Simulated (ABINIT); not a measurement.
# Dielectric calculation, with input and output: PbF₂ (part 1 of 3)

- system: PbF₂ (Fm-3m, 3 atoms in the cell)
- method: Kohn-Sham DFT of a periodic cell, LDA, PseudoDojo NC SR LDA v0.4.1 standard, no spin polarisation (ABINIT 10.8.3)

The structure derives from an entry of the Crystallography Open Database.

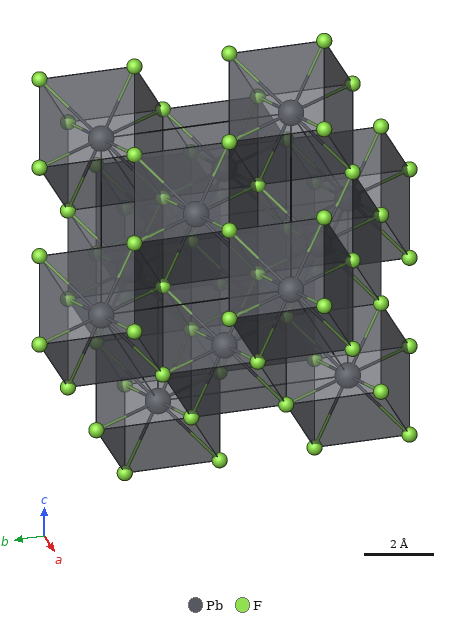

Figure 1. The structure as given in the input (polyhedral view of the cell 4 times as large as that of the calculation, set on its symmetry axes, seen at an oblique angle; polyhedra are completed across the faces of the cell). An atom can appear more than once, as a periodic image.

## Input file
```
# Datasets
ndtset 3

# Pseudopotentials
pp_dirpath "./"
pseudos "Pb.upf, F.upf"

# Structure
acell 7.76589403 7.76589403 7.76589403
rprim
     0.0000000000     0.7071067812     0.7071067812
     0.7071067812     0.0000000000     0.7071067812
     0.7071067812     0.7071067812     0.0000000000
ntypat 2
znucl 82 9
natom 3
typat 1 2 2
chkprim 0
chksymtnons 0
tolsym 1.0e-6
xred
            0.0            0.0            0.0
            3/4            3/4            3/4
            1/4            1/4            1/4

# Plane-wave basis
ecut 42.0
ecutsm 0.5

# k points
ngkpt 4 4 4
nshiftk 4
shiftk
     0.5000000000     0.5000000000     0.5000000000
     0.5000000000     0.0000000000     0.0000000000
     0.0000000000     0.5000000000     0.0000000000
     0.0000000000     0.0000000000     0.5000000000

# Exchange and correlation
ixc 7

# Bands and occupations
nband 14
occopt 1

# SCF cycle
nstep 80
diemac 6.0

# Output
prteig 0
prtebands 0
prtwf 0
prtden 0
prtpot 0

# Dataset 1: ground state
kptopt1 1
tolvrs1 1.0e-15
prtwf1 1

# Dataset 2: derivatives of the wave functions by k
iscf2 -3
rfelfd2 2
rfdir2 1 1 1
getwfk2 1
kptopt2 2
nqpt2 1
qpt2 0.0 0.0 0.0
tolwfr2 1.0e-18
prtwf2 1

# Dataset 3: response at q = 0 to electric field
rfelfd3 3
rfdir3 1 1 1
getwfk3 1
getddk3 2
kptopt3 2
nqpt3 1
qpt3 0.0 0.0 0.0
tolvrs3 1.0e-8
```

## File mrgddb.in
```
merged_DDB
PbF2
2
runo_DS1_DDB
runo_DS3_DDB
```

## File anaddb.abi
```
ddb_filepath "merged_DDB"
output_file "anaddb.abo"
outdata_prefix "ana"
asr 2
chneut 1
dipdip 1
dieflag 2
enunit 0
```

Hardware: 4 threads of Intel Xeon @ 2.50GHz (Skylake/Cascade Lake), 32 GiB of memory available, shared host.

Command:
```bash
mpirun --bind-to none -np 4 abinit run.abi > log 2>&1
mrgddb < mrgddb.in > mrgddb.log 2>&1
anaddb anaddb.abi > anaddb.log 2>&1
```

## Log
```
.Version 10.8.3 of ABINIT
 DATASET    1 : space group Fm -3 m (#225); Bravais cF (face-center cubic)
================================================================================
 Values of the parameters that define the memory need for DATASET  1.
     intxc =       0    ionmov =       0      iscf =       7    lmnmax =       6
     lnmax =       6     mgfft =      48  mpssoang =       3    mqgrid =    3001
     natom =       3  nloc_mem =       1    nspden =       1   nspinor =       1
    nsppol =       1      nsym =      48    n1xccc =    2501    ntypat =       2
    occopt =       1   xclevel =       1
       mpw =        4327          nfft =      110592          nkpt =          10
================================================================================
================================================================================

 DATASET    2 : space group Fm -3 m (#225); Bravais cF (face-center cubic)
================================================================================
 Values of the parameters that define the memory need for DATASET  2 (RF).
     intxc =       0      iscf =      -3    lmnmax =       6     lnmax =       6
     mgfft =      48  mpssoang =       3    mqgrid =    3001     natom =       3
  nloc_mem =       1    nspden =       1   nspinor =       1    nsppol =       1
      nsym =      48    n1xccc =    2501    ntypat =       2    occopt =       1
   xclevel =       1
      nfft =      110592          nkpt =         128
================================================================================
================================================================================

 DATASET    3 : space group Fm -3 m (#225); Bravais cF (face-center cubic)
================================================================================
 Values of the parameters that define the memory need for DATASET  3 (RF).
     intxc =       0      iscf =       7    lmnmax =       6     lnmax =       6
     mgfft =      48  mpssoang =       3    mqgrid =    3001     natom =       3
  nloc_mem =       1    nspden =       1   nspinor =       1    nsppol =       1
      nsym =      48    n1xccc =    2501    ntypat =       2    occopt =       1
   xclevel =       1
      nfft =      110592          nkpt =         128
================================================================================
================================================================================

--------------------------------------------------------------------------------
------------- Echo of variables that govern the present computation ------------
--------------------------------------------------------------------------------
 -outvars: echo values of preprocessed input variables --------
            acell      7.7658940300E+00  7.7658940300E+00  7.7658940300E+00 Bohr
              amu      2.07200000E+02  1.89984032E+01
          chkprim           0
      chksymtnons           0
           diemac      6.00000000E+00
             ecut      4.20000000E+01 Hartree
           ecutsm      5.00000000E-01 Hartree
           getddk1          0
           getddk2          0
           getddk3          2
           getwfk1          0
           getwfk2          1
           getwfk3          1
             iscf1          7
             iscf2         -3
             iscf3          7
              ixc           7
           jdtset        1    2    3
                       outvar_i_n : Printing only first  50 k-points.
           kptopt1          1
           kptopt2          2
           kptopt3          2
         kptrlatt        4   -4    4     -4    4    4     -4   -4    4
          kptrlen      4.39305306E+01
            natom           3
            nband1         14
            nband2         14
            nband3         14
           ndtset           3
            ngfft          48      48      48
             nkpt1         10
             nkpt2        128
             nkpt3        128
             nqpt1          0
             nqpt2          1
             nqpt3          1
            nstep          80
             nsym          48
           ntypat           2
        optdriver1          0
        optdriver2          1
        optdriver3          1
           prtden           0
        prtebands           0
           prteig           0
            prtwf1          1
            prtwf2          1
            prtwf3          0
           rfelfd1          0
           rfelfd2          2
           rfelfd3          3
            rprim      0.0000000000E+00  7.0710678120E-01  7.0710678120E-01
                       7.0710678120E-01  0.0000000000E+00  7.0710678120E-01
                       7.0710678120E-01  7.0710678120E-01  0.0000000000E+00
           shiftk      5.00000000E-01  5.00000000E-01  5.00000000E-01
          spgroup         225
           tolsym      1.00000000E-06
           tolvrs1     1.00000000E-15
           tolvrs2     0.00000000E+00
           tolvrs3     1.00000000E-08
           tolwfr1     0.00000000E+00
           tolwfr2     1.00000000E-18
           tolwfr3     0.00000000E+00
            typat      1  2  2
                       outvars : Printing only first  50 k-points.
           xangst      0.0000000000E+00  0.0000000000E+00  0.0000000000E+00
                       4.3588191871E+00  4.3588191871E+00  4.3588191871E+00
                       1.4529397290E+00  1.4529397290E+00  1.4529397290E+00
            xcart      0.0000000000E+00  0.0000000000E+00  0.0000000000E+00
                       8.2369744960E+00  8.2369744960E+00  8.2369744960E+00
                       2.7456581653E+00  2.7456581653E+00  2.7456581653E+00
             xred      0.0000000000E+00  0.0000000000E+00  0.0000000000E+00
                       7.5000000000E-01  7.5000000000E-01  7.5000000000E-01
                       2.5000000000E-01  2.5000000000E-01  2.5000000000E-01
            znucl       82.00000    9.00000

================================================================================

 chkinp: Checking input parameters for consistency, jdtset=   1.

 chkinp: Checking input parameters for consistency, jdtset=   2.

 chkinp: Checking input parameters for consistency, jdtset=   3.

================================================================================
== DATASET  1 ==================================================================

--- !DatasetInfo
iteration_state: {dtset: 1, }
dimensions: {natom: 3, nkpt: 10, mband: 14, nsppol: 1, nspinor: 1, nspden: 1, mpw: 4327, }
cutoff_energies: {ecut:  42.0, pawecutdg:  -1.0, }
electrons: {nelect:   2.80000000E+01, charge:   0.00000000E+00, occopt:   1.00000000E+00, tsmear:   1.00000000E-02, }
meta: {optdriver: 0, ionmov: 0, optcell: 0, iscf: 7, paral_kgb: 0, }
...

 Exchange-correlation functional for the present dataset will be:
  LDA: Perdew-Wang 92 LSD fit to Ceperley-Alder data - ixc=7
  J.P.Perdew and Y.Wang, PRB 45, 13244 (1992)

 Real(R)+Recip(G) space primitive vectors, cartesian coordinates (Bohr,Bohr^-1):
 R(1)=  0.0000000  5.4913163  5.4913163  G(1)= -0.0910528  0.0910528  0.0910528
 R(2)=  5.4913163  0.0000000  5.4913163  G(2)=  0.0910528 -0.0910528  0.0910528
 R(3)=  5.4913163  5.4913163  0.0000000  G(3)=  0.0910528  0.0910528 -0.0910528
 Unit cell volume ucvol=  3.3117640E+02 bohr^3
 Angles (23,13,12)=  6.00000000E+01  6.00000000E+01  6.00000000E+01 degrees

 getcut: wavevector=  0.0000  0.0000  0.0000  ngfft=  48  48  48
         ecut(hartree)=     42.000   => boxcut(ratio)=   2.11865

--- Pseudopotential description ------------------------------------------------
- pspini: atom type   1  psp file is ./Pb.upf
  82.00000  14.00000  180309                  znucl, zion, pspdat
12 -1012 2 -1 1638                            pspcod,pspxc,lmax,lloc,mmax
     nproj     2     2     2

- pspini: atom type   2  psp file is ./F.upf
   9.00000   7.00000  201202                  znucl, zion, pspdat
12 -1012 2 -1 824                             pspcod,pspxc,lmax,lloc,mmax
     nproj     2     2     1

   1.51292316E+03                                ecore*ucvol(ha*bohr**3)
--------------------------------------------------------------------------------

================================================================================

--- !BeginCycle
iteration_state: {dtset: 1, }
solver: {iscf: 7, nstep: 80, nline: 4, wfoptalg: 0, }
tolerances: {tolvrs: 1.00E-15, }
...

     iter   Etot(hartree)      deltaE(h)  residm     vres2
 ETOT  1  -118.45709901156    -1.185E+02 2.624E-01 1.175E+01
 ETOT  2  -119.32711184249    -8.700E-01 5.969E-02 9.669E+02
 ETOT  3  -119.38728414476    -6.017E-02 1.133E-03 6.731E+02
 ETOT  4  -119.41137575960    -2.409E-02 7.422E-05 5.254E+02
 ETOT  5  -119.49858719850    -8.721E-02 2.920E-03 1.140E+01
 ETOT  6  -119.49918136393    -5.942E-04 1.197E-04 7.923E+00
 ETOT  7  -119.50028102261    -1.100E-03 8.809E-06 1.446E+00
 ETOT  8  -119.50053080457    -2.498E-04 6.303E-06 4.091E-02
 ETOT  9  -119.50053812476    -7.320E-06 1.592E-07 3.876E-04
 ETOT 10  -119.50053821950    -9.473E-08 3.655E-09 1.480E-05
 ETOT 11  -119.50053822317    -3.668E-09 1.616E-10 2.765E-07
 ETOT 12  -119.50053822327    -1.032E-10 2.282E-11 2.316E-08
 ETOT 13  -119.50053822328    -9.038E-12 6.136E-13 3.519E-09
 ETOT 14  -119.50053822328     1.521E-12 1.346E-13 4.026E-10
 ETOT 15  -119.50053822327     4.079E-12 3.728E-15 1.478E-11
 ETOT 16  -119.50053822328    -2.856E-12 8.311E-16 1.091E-14
 ETOT 17  -119.50053822327     4.079E-12 1.315E-17 2.535E-15
 ETOT 18  -119.50053822327     7.105E-14 2.815E-18 3.019E-16

 At SCF step   18       vres2   =  3.02E-16 < tolvrs=  1.00E-15 =>converged.

 Cartesian components of stress tensor (hartree/bohr^3)
  sigma(1 1)= -2.65558244E-08  sigma(3 2)=  0.00000000E+00
  sigma(2 2)= -2.65558244E-08  sigma(3 1)=  0.00000000E+00
  sigma(3 3)= -2.65558244E-08  sigma(2 1)=  0.00000000E+00

--- !ResultsGS
iteration_state: {dtset: 1, }
comment   : Summary of ground state results
lattice_vectors:
- [  0.0000000,   5.4913163,   5.4913163, ]
- [  5.4913163,   0.0000000,   5.4913163, ]
- [  5.4913163,   5.4913163,   0.0000000, ]
lattice_lengths: [   7.76589,    7.76589,    7.76589, ]
lattice_angles: [ 60.000,  60.000,  60.000, ] # degrees, (23, 13, 12)
lattice_volume:   3.3117640E+02
convergence: {deltae:  7.105E-14, res2:  3.019E-16, residm:  2.815E-18, diffor: null, }
etotal    :  -1.19500538E+02
entropy   :   0.00000000E+00
fermie    :   4.71007422E-02
cartesian_stress_tensor: # hartree/bohr^3
- [ -2.65558244E-08,   0.00000000E+00,   0.00000000E+00, ]
- [  0.00000000E+00,  -2.65558244E-08,   0.00000000E+00, ]
- [  0.00000000E+00,   0.00000000E+00,  -2.65558244E-08, ]
pressure_GPa:   7.8130E-04
xred      :
- [  0.0000E+00,   0.0000E+00,   0.0000E+00, Pb]
- [  7.5000E-01,   7.5000E-01,   7.5000E-01,  F]
- [  2.5000E-01,   2.5000E-01,   2.5000E-01,  F]
cartesian_forces: # hartree/bohr
- [ -3.19235704E-32,  -3.19235704E-32,   9.57707112E-32, ]
- [  1.59617852E-31,  -3.19235704E-32,  -9.57707112E-32, ]
- [ -1.27694282E-31,   6.38471408E-32,   0.00000000E+00, ]
force_length_stats: {min:   1.05878505E-31, max:   1.88862389E-31, mean:   1.45835814E-31, }
...

 Integrated electronic density in atomic spheres:
 ------------------------------------------------
 Atom  Sphere_radius  Integrated_density
    1        2.00000         10.02310910
    2        2.00000          6.98367701
    3        2.00000          6.98367701
================================================================================

 ----iterations are completed or convergence reached----

 Mean square residual over all n,k,spin=   49.853E-21; max=  28.150E-19
 reduced coordinates (array xred) for    3 atoms
       0.000000000000      0.000000000000      0.000000000000
       0.750000000000      0.750000000000      0.750000000000
       0.250000000000      0.250000000000      0.250000000000
 rms dE/dt=  6.0727E-31; max dE/dt=  1.0518E-30; dE/dt below (all hartree)
    1       0.000000000000      0.000000000000      0.000000000000
    2       0.000000000000      0.000000000000     -0.000000000000
    3       0.000000000000      0.000000000000      0.000000000000

 cartesian coordinates (angstrom) at end:
    1      0.00000000000000     0.00000000000000     0.00000000000000
    2      4.35881918713673     4.35881918713673     4.35881918713673
    3      1.45293972904558     1.45293972904558     1.45293972904558

 cartesian forces (hartree/bohr) at end:
    1     -0.00000000000000    -0.00000000000000     0.00000000000000
    2      0.00000000000000    -0.00000000000000    -0.00000000000000
    3     -0.00000000000000     0.00000000000000     0.00000000000000
 frms,max,avg= 8.6449437E-32 1.5961785E-31   0.000E+00  0.000E+00  0.000E+00 h/b

 cartesian forces (eV/Angstrom) at end:
    1     -0.00000000000000    -0.00000000000000     0.00000000000000
    2      0.00000000000000    -0.00000000000000    -0.00000000000000
    3     -0.00000000000000     0.00000000000000     0.00000000000000
 frms,max,avg= 4.4454088E-30 8.2078800E-30   0.000E+00  0.000E+00  0.000E+00 e/A
 length scales=  7.765894030000  7.765894030000  7.765894030000 bohr
              =  4.109534140176  4.109534140176  4.109534140176 angstroms
 Fermi (or HOMO) energy (hartree) =   0.04710   Average Vxc (hartree)=  -0.38984
 Eigenvalues (hartree) for nkpt=  10  k points:
 kpt#   1, nband= 14, wtk=  0.09375, kpt= -0.1250 -0.2500  0.0000 (reduced coord)
  -0.72358   -0.70348   -0.47573   -0.47572   -0.47353   -0.47275   -0.47227   -0.16093
  -0.07316   -0.07198   -0.04763   -0.03849   -0.03187    0.00450
 prteigrs : prtvol=0 or 1, do not print more k-points.

--- !EnergyTerms
iteration_state     : {dtset: 1, }
comment             : Components of total free energy in Hartree
kinetic             :  6.68241876640098E+01
hartree             :  2.81733871233853E+01
xc                  : -3.05582065303584E+01
Ewald energy        : -8.05408970371609E+01
psp_core            :  4.56833022476943E+00
local_psp           : -8.82676324809368E+01
non_local_psp       : -1.96997071869807E+01
total_energy        : -1.19500538223272E+02
total_energy_eV     : -3.25177530219608E+03
band_energy         : -8.43880275383647E+00
...

 Cartesian components of stress tensor (hartree/bohr^3)
  sigma(1 1)= -2.65558244E-08  sigma(3 2)=  0.00000000E+00
  sigma(2 2)= -2.65558244E-08  sigma(3 1)=  0.00000000E+00
  sigma(3 3)= -2.65558244E-08  sigma(2 1)=  0.00000000E+00

-Cartesian components of stress tensor (GPa)         [Pressure=  7.8130E-04 GPa]
- sigma(1 1)= -7.81299327E-04  sigma(3 2)=  0.00000000E+00
- sigma(2 2)= -7.81299327E-04  sigma(3 1)=  0.00000000E+00
- sigma(3 3)= -7.81299327E-04  sigma(2 1)=  0.00000000E+00

================================================================================
== DATASET  2 ==================================================================

--- !DatasetInfo
iteration_state: {dtset: 2, }
dimensions: {natom: 3, nkpt: 128, mband: 14, nsppol: 1, nspinor: 1, nspden: 1, mpw: 4327, }
cutoff_energies: {ecut:  42.0, pawecutdg:  -1.0, }
electrons: {nelect:   2.80000000E+01, charge:   0.00000000E+00, occopt:   1.00000000E+00, tsmear:   1.00000000E-02, }
meta: {optdriver: 1, rfelfd: 2, }
...

 mkfilename : getwfk/=0, take file _WFK from output of DATASET   1.

 Exchange-correlation functional for the present dataset will be:
  LDA: Perdew-Wang 92 LSD fit to Ceperley-Alder data - ixc=7
  J.P.Perdew and Y.Wang, PRB 45, 13244 (1992)

 Real(R)+Recip(G) space primitive vectors, cartesian coordinates (Bohr,Bohr^-1):
 R(1)=  0.0000000  5.4913163  5.4913163  G(1)= -0.0910528  0.0910528  0.0910528
 R(2)=  5.4913163  0.0000000  5.4913163  G(2)=  0.0910528 -0.0910528  0.0910528
 R(3)=  5.4913163  5.4913163  0.0000000  G(3)=  0.0910528  0.0910528 -0.0910528
 Unit cell volume ucvol=  3.3117640E+02 bohr^3
 Angles (23,13,12)=  6.00000000E+01  6.00000000E+01  6.00000000E+01 degrees
 setup1 : take into account q-point for computing boxcut.

 getcut: wavevector=  0.0000  0.0000  0.0000  ngfft=  48  48  48
         ecut(hartree)=     42.000   => boxcut(ratio)=   2.11865
--------------------------------------------------------------------------------
```
